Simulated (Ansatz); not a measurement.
**TaN: single-point calculation (part 2 of 2)**

Continued. System: TaN (4 atoms in the cell). Method: DFT PBE+U+J, scalar-relativistic, plane waves, PAW, U = 4 eV, J = 0.9 eV on Ta atom 1 d; U = 4 eV, J = 0.9 eV on Ta atom 2 d, spin-polarised (Ansatz 0.2.0); cutoff 420 eV, 7×7×4 k-mesh, Gaussian smearing of 0.05 eV, collinear spins. The structure derives from an entry of the Crystallography Open Database. It belongs to a series of runs on one base structure; here: antiferromagnetic start, free.

Geometry of the input (Å; fractional positions):
```
3.0480  0.0000  0.0000
-1.5240  2.6396  0.0000
0.0000  0.0000  4.9180
Ta 0.0000  0.0000  0.0000
Ta 0.0000  0.0000  0.5000
N  0.3333  0.6667  0.2500
N  0.6667  0.3333  0.7500
```

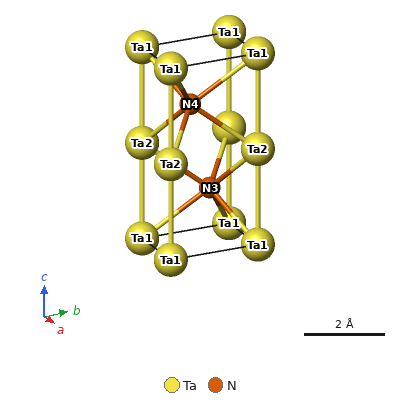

Fig. 1: The structure (ball-and-stick view of the cell of the calculation, seen slightly off an axis; atoms are numbered from 1 in the order of the input).

## The program's output, continued
```
SCF iter   1: F=—  HF=-20623.693096 eV  |F-HF|=—  |Δ(HF+E_count)|=         —  Δρ=7.99e-2 (↑7.99e-2 ↓7.99e-2)  dr2=3.38e0  dr2_m=1.51e0  M=0.000 μB ∫|m|=2.020 μB  β_m=0.30  ethr=3.10e-3  ⟨swp⟩=6.0  Hψ=13391  notcnv=0  defer=1
preconditioner: auto → none  [insulator: Δε(μ)=0.073 eV  Ē_g=11.859 eV  σ=0.050 eV  W_gap=0.58  n_scr=10 (ndim 8)  ℏωp=26.4 eV  f_vac=0.000  D(μ)=1.34/eV (n_scr^D=8)  ε∞_Penn≈6.0]
SCF iter   2: F=—  HF=-20623.194461 eV  |F-HF|=—  |Δ(HF+E_count)|=   4.99e-1  Δρ=5.15e-2 (↑5.15e-2 ↓5.15e-2)  dr2=4.21e-1  dr2_m=7.98e-1  M=0.000 μB ∫|m|=1.905 μB  β_m=0.30  ethr=3.10e-3  ⟨swp⟩=2.0  Hψ=5552  notcnv=0  defer=170
preconditioner: auto → Kerker (q_TF=auto, 2.686 Å⁻¹)  [metal: Δε(μ)=0.045 eV  Ē_g=11.371 eV  σ=0.050 eV  W_gap=0.47  n_scr=10 (ndim 8)  ℏωp=26.4 eV  f_vac=0.000  D(μ)=1.76/eV (n_scr^D=22)]
spin=Collinear: Kerker preconditioning applied to the charge; magnetization (m = ρ↑ − ρ↓) channel mixes plain (no charge-response kernel on spin).
SCF iter   3: F=—  HF=-20623.342959 eV  |F-HF|=—  |Δ(HF+E_count)|=   1.48e-1  Δρ=3.71e-2 (↑3.71e-2 ↓3.71e-2)  dr2=2.18e-1  dr2_m=4.16e-1  M=0.000 μB ∫|m|=1.869 μB  β_m=0.30  ethr=1.17e-3  ⟨swp⟩=2.0  Hψ=3344  notcnv=0  defer=168
SCF iter   4: F=—  HF=-20623.409139 eV  |F-HF|=—  |Δ(HF+E_count)|=   6.62e-2  Δρ=2.48e-2 (↑2.48e-2 ↓2.48e-2)  dr2=4.03e-3  dr2_m=2.21e-1  M=-0.000 μB ∫|m|=1.833 μB  β_m=0.30  ethr=6.06e-4  ⟨swp⟩=2.8  Hψ=5113  notcnv=0  defer=168
SCF iter   5: F=—  HF=-20623.457891 eV  |F-HF|=—  |Δ(HF+E_count)|=   4.88e-2  Δρ=1.79e-2 (↑1.79e-2 ↓1.79e-2)  dr2=2.54e-3  dr2_m=1.15e-1  M=-0.000 μB ∫|m|=1.824 μB  β_m=0.30  ethr=1.12e-5  ⟨swp⟩=2.0  Hψ=5676  notcnv=0  defer=170
SCF iter   6: F=—  HF=-20623.484227 eV  |F-HF|=—  |Δ(HF+E_count)|=   2.63e-2  Δρ=1.28e-2 (↑1.28e-2 ↓1.28e-2)  dr2=9.43e-5  dr2_m=5.97e-2  M=0.000 μB ∫|m|=1.818 μB  β_m=0.30  ethr=7.05e-6  ⟨swp⟩=2.0  Hψ=4686  notcnv=0  defer=170
SCF iter   7: F=—  HF=-20623.498132 eV  |F-HF|=—  |Δ(HF+E_count)|=   1.39e-2  Δρ=9.29e-3 (↑9.29e-3 ↓9.29e-3)  dr2=3.63e-5  dr2_m=3.13e-2  M=0.000 μB ∫|m|=1.814 μB  β_m=0.30  ethr=2.62e-7  ⟨swp⟩=3.3  Hψ=5713  notcnv=0  defer=170
Mixer restart at iter 7: flushing history
spin-set hold released at iteration 7 (site moments contracting): the magnetisation degrees of freedom join the quasi-Newton model from the next iteration; the mixer history was flushed
SCF iter   8: F=—  HF=-20623.505630 eV  |F-HF|=—  |Δ(HF+E_count)|=   7.50e-3  Δρ=6.73e-3 (↑6.73e-3 ↓6.73e-3)  dr2=2.39e-5  dr2_m=1.64e-2  M=0.000 μB ∫|m|=1.811 μB  β_m=0.65  ethr=1.01e-7  ⟨swp⟩=3.0  Hψ=5795  notcnv=0  defer=170
SCF iter   9: F=—  HF=-20623.514678 eV  |F-HF|=—  |Δ(HF+E_count)|=   9.05e-3  Δρ=2.72e-4 (↑2.72e-4 ↓2.72e-4)  dr2=2.50e-6  dr2_m=2.61e-5  M=0.000 μB ∫|m|=1.804 μB  β_m=0.65  ethr=6.63e-8  ⟨swp⟩=4.0  Hψ=7950  notcnv=0  defer=170
Mixer restart at iter 9: flushing history
SCF iter  10: F=—  HF=-20623.522259 eV  |F-HF|=—  |Δ(HF+E_count)|=         —  Δρ=2.75e-4 (↑2.75e-4 ↓2.75e-4)  dr2=3.35e-6  dr2_m=2.63e-5  M=0.000 μB ∫|m|=1.803 μB  β_m=0.65  ethr=6.96e-9  ⟨swp⟩=2.0  Hψ=3842  notcnv=0  defer=170
SCF iter  11: F=—  HF=-20625.408260 eV  |F-HF|=—  |Δ(HF+E_count)|=    1.89e0  Δρ=1.01e-2 (↑1.01e-2 ↓1.01e-2)  dr2=6.20e-2  dr2_m=2.08e-2  M=0.000 μB ∫|m|=1.473 μB  β_m=0.19  ethr=6.96e-9  ⟨swp⟩=6.3  Hψ=12364  notcnv=0  defer=170
SCF iter  12: F=—  HF=-20625.639798 eV  |F-HF|=—  |Δ(HF+E_count)|=   2.32e-1  Δρ=8.89e-3 (↑8.89e-3 ↓8.89e-3)  dr2=2.61e-2  dr2_m=2.06e-2  M=0.000 μB ∫|m|=1.363 μB  β_m=0.41  ethr=6.96e-9  ⟨swp⟩=4.3  Hψ=9895  notcnv=0  defer=162
SCF iter  13: F=—  HF=-20625.963685 eV  |F-HF|=—  |Δ(HF+E_count)|=   3.24e-1  Δρ=5.77e-3 (↑5.77e-3 ↓5.77e-3)  dr2=5.03e-3  dr2_m=9.99e-3  M=0.000 μB ∫|m|=1.114 μB  β_m=0.90  ethr=6.96e-9  ⟨swp⟩=6.2  Hψ=10817  notcnv=0  defer=160
SCF iter  14: F=—  HF=-20626.214058 eV  |F-HF|=—  |Δ(HF+E_count)|=   2.50e-1  Δρ=2.56e-3 (↑2.56e-3 ↓2.56e-3)  dr2=5.12e-4  dr2_m=2.14e-3  M=0.000 μB ∫|m|=0.653 μB  β_m=0.96  ethr=6.96e-9  ⟨swp⟩=5.6  Hψ=11719  notcnv=0  defer=156
SCF iter  15: F=—  HF=-20626.232221 eV  |F-HF|=—  |Δ(HF+E_count)|=   1.82e-2  Δρ=1.29e-3 (↑1.29e-3 ↓1.29e-3)  dr2=2.70e-4  dr2_m=4.75e-4  M=0.000 μB ∫|m|=0.522 μB  β_m=0.98  ethr=6.96e-9  ⟨swp⟩=5.2  Hψ=9683  notcnv=0  defer=152
SCF iter  16: F=—  HF=-20626.236149 eV  |F-HF|=—  |Δ(HF+E_count)|=   3.93e-3  Δρ=1.02e-3 (↑1.02e-3 ↓1.02e-3)  dr2=3.65e-5  dr2_m=3.60e-4  M=0.000 μB ∫|m|=0.493 μB  β_m=0.99  ethr=6.96e-9  ⟨swp⟩=4.4  Hψ=8046  notcnv=0  defer=148
SCF iter  17: F=—  HF=-20626.243909 eV  |F-HF|=—  |Δ(HF+E_count)|=   7.76e-3  Δρ=6.12e-4 (↑6.12e-4 ↓6.12e-4)  dr2=2.21e-4  dr2_m=4.42e-5  M=0.000 μB ∫|m|=0.357 μB  β_m=0.96  ethr=6.96e-9  ⟨swp⟩=5.5  Hψ=9569  notcnv=0  defer=148
SCF iter  18: F=—  HF=-20626.244358 eV  |F-HF|=—  |Δ(HF+E_count)|=   4.49e-4  Δρ=2.40e-4 (↑2.40e-4 ↓2.40e-4)  dr2=2.68e-5  dr2_m=9.00e-6  M=0.000 μB ∫|m|=0.347 μB  β_m=0.98  ethr=6.96e-9  ⟨swp⟩=3.6  Hψ=7553  notcnv=0  defer=144
SCF iter  19: F=—  HF=-20626.244415 eV  |F-HF|=—  |Δ(HF+E_count)|=   5.65e-5  Δρ=9.97e-5 (↑9.97e-5 ↓9.97e-5)  dr2=9.73e-7  dr2_m=3.23e-6  M=0.000 μB ∫|m|=0.349 μB  β_m=0.99  ethr=6.96e-9  ⟨swp⟩=3.0  Hψ=5852  notcnv=0  defer=144
SCF iter  20: F=—  HF=-20626.244460 eV  |F-HF|=—  |Δ(HF+E_count)|=   4.53e-5  Δρ=8.78e-5 (↑8.78e-5 ↓8.78e-5)  dr2=1.58e-6  dr2_m=2.13e-6  M=0.000 μB ∫|m|=0.338 μB  β_m=1.00  ethr=2.70e-9  ⟨swp⟩=4.0  Hψ=7275  notcnv=0  defer=144
SCF iter  21: F=—  HF=-20626.244491 eV  |F-HF|=—  |Δ(HF+E_count)|=   3.12e-5  Δρ=5.65e-5 (↑5.65e-5 ↓5.65e-5)  dr2=5.01e-7  dr2_m=9.71e-7  M=0.000 μB ∫|m|=0.339 μB  β_m=1.00  ethr=2.70e-9  ⟨swp⟩=3.1  Hψ=5922  notcnv=0  defer=142
SCF iter  22: F=—  HF=-20626.244525 eV  |F-HF|=—  |Δ(HF+E_count)|=   3.33e-5  Δρ=4.90e-5 (↑4.90e-5 ↓4.90e-5)  dr2=8.66e-7  dr2_m=5.73e-7  M=-0.000 μB ∫|m|=0.330 μB  β_m=1.00  ethr=1.39e-9  ⟨swp⟩=3.7  Hψ=6892  notcnv=0  defer=142
SCF iter  23: F=—  HF=-20626.244546 eV  |F-HF|=—  |Δ(HF+E_count)|=   2.18e-5  Δρ=2.50e-5 (↑2.50e-5 ↓2.50e-5)  dr2=2.04e-7  dr2_m=1.52e-7  M=-0.000 μB ∫|m|=0.319 μB  β_m=1.00  ethr=1.39e-9  ⟨swp⟩=3.6  Hψ=7038  notcnv=0  defer=142
iter 24 did not close the SCF: its close was put off for a magnetic moment that had not settled (scf_convergence_deferred on its scf_iter line)
SCF iter  24: F=-20626.244548 eV  HF=-20626.244548 eV  |F-HF|=4.53e-8  |Δ(HF+E_count)|=   1.37e-6  Δρ=7.96e-6 (↑7.96e-6 ↓7.96e-6)  dr2=3.18e-8  dr2_m=1.26e-8  M=-0.000 μB ∫|m|=0.319 μB  β_m=1.00  ethr=2.78e-10  ⟨swp⟩=14.5  Hψ=21007  notcnv=0
iter 25 did not close the SCF: its close was put off for a magnetic moment that had not settled (scf_convergence_deferred on its scf_iter line)
SCF iter  25: F=-20626.244548 eV  HF=-20626.244548 eV  |F-HF|=1.62e-9  |Δ(HF+E_count)|=   1.62e-7  Δρ=1.51e-6 (↑1.51e-6 ↓1.51e-6)  dr2=1.18e-9  dr2_m=3.51e-10  M=-0.000 μB ∫|m|=0.318 μB  β_m=1.00  ethr=8.84e-11  ⟨swp⟩=6.2  Hψ=17286  notcnv=0
SCF iter  26: F=-20626.244548 eV  HF=-20626.244548 eV  |F-HF|=2.55e-11  |Δ(HF+E_count)|=   3.64e-9  Δρ=2.13e-7 (↑2.13e-7 ↓2.12e-7)  dr2=2.00e-11  dr2_m=6.59e-12  M=-0.000 μB ∫|m|=0.318 μB  ethr=3.27e-12  ⟨swp⟩=5.1  Hψ=15297  notcnv=0
WARN: hamiltonian.hubbard: on 4 of 4 specified blocks the occupation matrix of this SCF's result fails the test of the specified filling. At site 0 ↑ (sites count from 0 in the list of atoms of the cell that this SCF solves) the least filled combination of the orbitals specified full has occupation 0.468, and the fullest combination of the orbitals specified empty has occupation 0.343; the filling counts as kept where the first is at least 0.75 and exceeds the second by more than 0.25. The same holds at site 0 ↓, site 1 ↑, site 1 ↓. The state of this SCF's result may not hold the specified filling, though these bounds can also misjudge a state that does. This warning does not say which state is lower in energy, or whether the specified filling is a self-consistent state at all; see hamiltonian.hubbard.sites[].starting_ns, Limitations, and scf.initial_density.shell_occupations in the input reference
SCF 1 converged in 26 iterations: F = -20626.244548 eV  dr2 = 2.00e-11
  greatest PAW one-centre occupation: 0.999 electrons in one spin orbital (limit 2), on the Ta atom at site 0 (counted from 0), in its partial waves of l = 0
SCF converged after 26 iterations
Magnetization: -0.0000 μB (18.0000 up, 18.0000 down)
Absolute magnetization: 0.3287 μB (∫|ρ↑−ρ↓|, with the PAW one-centre terms)
Spin contamination: 0.1395 ħ² per cell (⟨S²⟩ above its minimum at these occupations)
Per-site moments (μB) at R_I (Å): [(0.009973796215766046, 0.8855253724830552), (-0.009973828017588627, 0.8855253724830552), (1.961349318862765e-9, 0.8855253724830552), (1.9613492142325124e-9, 0.8855253724830552)]
Free energy (F): -20626.244548 eV
Harris-Foulkes:  -20626.244548 eV  (|F-HF|=2.55e-11)
Internal energy: -20626.243349 eV  (E = F + TS)
E sigma→0 (E₀):  -20626.243949 eV
Entropy (-TS):   -0.001199 eV (-0.300 meV/atom)
Fermi energy:    23.149323 eV
--- Per-component energies (eV) ---
  E_band       = -30.974266
  E_kinetic    = 1022.279018
  E_local      = -1149.877693  (includes V_loc(G=0)·N_el)
  E_nonlocal   = 125.130017
  E_hartree    = 405.410254
  E_xc         = -565.562808
  E_vxc        = -572.241364  (∫ρ·V_xc dr)
  E_hubbard    = 7.156981  (on-site DFT+U / exact-exchange correction)
  E_vhub       = 2.397322  (the Hubbard potential's part of the band-sum identity)
  E_paw        = -17052.154513  (= ΣΔE_a)
  E_vpaw       = -269.482604  (= ΣTr[D̂ρ^β])
  E_aug_tail   = 0.000547  (compensation charges beyond the density's cutoff)
  E_ewald      = -3418.625152
  E_smearing   = -0.001199  (= −TS)
  E_closure    = 0.000000  (closes the sum)
  Σ components = -20626.244548   (vs F -20626.244548, Δ=0.00e0)
--- DFT+U+J on-site energies (Liechtenstein; fll double counting; per corrected site; eV) ---
  site 0 (l=d): U=4.0000  J=0.9000  Tr N=3.8441  E_int=23.849106  E_dc=20.270615  E_U=3.578491
  site 1 (l=d): U=4.0000  J=0.9000  Tr N=3.8441  E_int=23.849106  E_dc=20.270615  E_U=3.578491
--- Specified on-site occupations, and those of the state reported ---
  electrons in the specified blocks: 4.2000 specified, 7.6882 found
  site 0 (l=d) ↑: largest change of an orbital's occupation 0.5025; electrons 2.0000 specified, 1.9335 found; spectral distance 0.8652
  site 1 (l=d) ↓: largest change of an orbital's occupation 0.5025; electrons 2.0000 specified, 1.9335 found; spectral distance 0.8652
  site 1 (l=d) ↑: largest change of an orbital's occupation 0.4883; electrons 0.1000 specified, 1.9106 found; spectral distance 0.8292
  site 0 (l=d) ↓: largest change of an orbital's occupation 0.4883; electrons 0.1000 specified, 1.9106 found; spectral distance 0.8292
--- Forces (eV/Å), atoms counted from 1 ---
  atom   1  Ta     0.00000000     0.00000000     0.00000000
  atom   2  Ta     0.00000000     0.00000000     0.00000000
  atom   3  N      0.00000000     0.00942424     0.00000003
  atom   4  N      0.00000000    -0.00942424    -0.00000003
  max |Σ_I F_I| component: 3.31e-24 eV/Å
--- Stress (GPa, compression-positive) ---
       33.396666       0.000000       0.000000
        0.000000      32.653604       0.000000
        0.000000       0.000000     122.553795
  P = ⅓ Tr σ = 62.8680 GPa (628.680 kbar)
--- Band table (eV; the first three rows and the last of 120) ---
  k-point 0 ↑: bands = ["-46.0099", "-45.6973", "-14.2918", "-12.4307", "-12.4298", "-12.0539", "-12.0528", "-11.2495", "4.0691", "7.4626", "12.9268", "15.3410", "15.3418", "17.7686", "19.4286", "19.4308", "19.4564", "21.3217", "21.3514", "22.6625", "22.6806", "25.8057", "27.3111", "28.4597"]
  k-point 1 ↑: bands = ["-45.9664", "-45.7452", "-13.9054", "-12.3782", "-12.3774", "-12.1097", "-12.1081", "-11.7683", "4.5026", "6.8000", "13.8268", "15.7263", "15.7271", "17.4501", "18.3426", "18.3435", "20.0259", "21.8488", "21.8757", "23.6228", "23.6405", "26.5789", "26.7719", "27.4312"]
  k-point 2 ↑: bands = ["-45.8618", "-45.8542", "-12.9072", "-12.8992", "-12.2729", "-12.2588", "-12.2275", "-12.2162", "5.5619", "5.5634", "15.6958", "15.6975", "16.7763", "16.7774", "16.8354", "16.8362", "22.8571", "22.9090", "23.0569", "23.0885", "23.5173", "23.5886", "27.9372", "27.9392"]
  k-point 59 ↓: bands = ["-45.9143", "-45.7050", "-13.7119", "-13.0783", "-12.6969", "-12.6209", "-12.3172", "-11.6621", "6.0395", "6.5999", "14.1448", "14.9839", "15.6000", "16.4895", "17.0986", "18.0539", "20.1252", "22.9358", "23.4589", "25.2428", "25.8622", "27.7199", "27.8304", "28.5210"]
Occupation matrices written to [file]
--- Löwdin populations: 4 sites ---
  site symbol       q [e]    m [muB]
     0     Ta     12.2216     0.0229
     1     Ta     12.2216    -0.0229
     2      N      5.7063     0.0000
     3      N      5.7063     0.0000
  spilling = 0.004007 (of n_electrons = 36.000000)
--- Occupation matrices: 2 shells (run DFT+U table (all-electron-ortho-atomic); ε = 3.99e-4) ---
  Ta0 d_5D: site group D3d (-3m)
  Ta0 d_5D up     Tr n = 1.9335  λ = 0.310 0.315 0.341 0.468 0.499  [x2-y2 0.74 Eg(1.00) | xz 0.55 Eg(1.00) | yz 0.74 Eg(0.99) | xy 0.55 Eg(1.00) | z2 0.99 A1g(0.99)]
  Ta0 d_5D dn     Tr n = 1.9106  λ = 0.311 0.315 0.331 0.445 0.508  [xy 0.84 Eg(1.00) | yz 0.56 Eg(1.00) | xz 0.84 Eg(1.00) | x2-y2 0.50 Eg(0.91) | z2 0.91 A1g(0.91)]
  specified occupation → Ta0 d_5D up: matrix, ‖Δ‖_F = 0.8681, Tr Δ = +0.0665, displaced = 0.9430, d_λ = 0.8652; orbital distance = 0.1816
  specified occupation → Ta0 d_5D dn: matrix, ‖Δ‖_F = 0.8292, Tr Δ = -1.8106, displaced = 0.9053, d_λ = 0.8292; orbital distance = 0.0000
  Ta1 d_5D: site group D3d (-3m)
  Ta1 d_5D up     Tr n = 1.9106  λ = 0.311 0.315 0.331 0.445 0.508  [xy 0.84 Eg(1.00) | yz 0.56 Eg(1.00) | xz 0.84 Eg(1.00) | x2-y2 0.50 Eg(0.91) | z2 0.91 A1g(0.91)]
  Ta1 d_5D dn     Tr n = 1.9335  λ = 0.310 0.315 0.341 0.468 0.499  [x2-y2 0.74 Eg(1.00) | xz 0.55 Eg(1.00) | yz 0.74 Eg(0.99) | xy 0.55 Eg(1.00) | z2 0.99 A1g(0.99)]
  specified occupation → Ta1 d_5D up: matrix, ‖Δ‖_F = 0.8292, Tr Δ = -1.8106, displaced = 0.9053, d_λ = 0.8292; orbital distance = 0.0000
  specified occupation → Ta1 d_5D dn: matrix, ‖Δ‖_F = 0.8681, Tr Δ = +0.0665, displaced = 0.9430, d_λ = 0.8652; orbital distance = 0.1816
  Tr n, λ and their labels are of the run-group-symmetrised matrices; stabiliser: 8 of 48 elements of G0×{1,Θ} (closed), max defect 6.9e-8 at τ = 8.5e-5
```

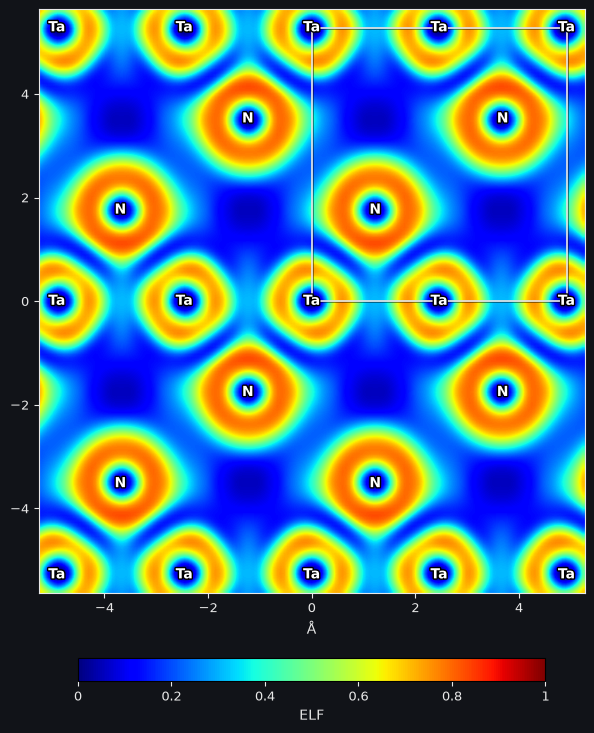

Fig. 2: Electron localisation function on the (110) plane of the conventional cell. The plane passes through Ta and N nuclei. Ta–N (2.15 Å): the ELF is about 0.15 at the midpoint; a polar contact without a shared pair, in a metal. Ta–Ta (2.46 Å): the ELF is about 0.30 at the midpoint (no localised pair between them). The strong features right at Ta lie inside the PAW spheres (semicore, d or f shells) and say nothing about bonding. The fields are those of the smooth PAW valence density.

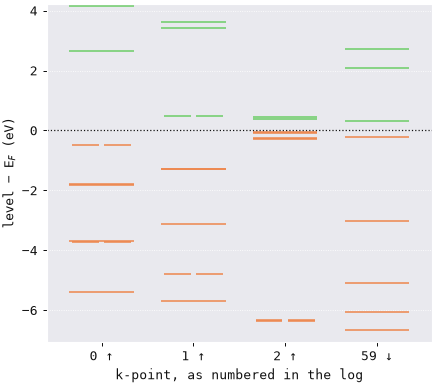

Fig. 3: Kohn–Sham levels near the Fermi level (dotted) at the few k-points that the log prints; levels within 0.02 eV of each other stand side by side. The system is metallic on the full mesh.

## Results in brief

```tsv
quantity	value
outcome	converged
space group (tolerance 0.01 Å)	P6₃/mmc (194)
electrons treated	36
free energy	−20626.2445 eV
Fermi energy	23.149 eV
gap on the k-point mesh	none (metallic)
net moment of the cell	0.00 μB
integrated absolute moment	0.33 μB
pressure	62.87 GPa
largest force (length of the vector)	0.009 eV/Å
wall time	9.6 s (CPU time 19 s)
peak memory	0.51 GiB
```

The program warns: the typed occupations were not kept; the occupation matrices lower the symmetry. Spin–orbit coupling is left out, which matters for Ta.
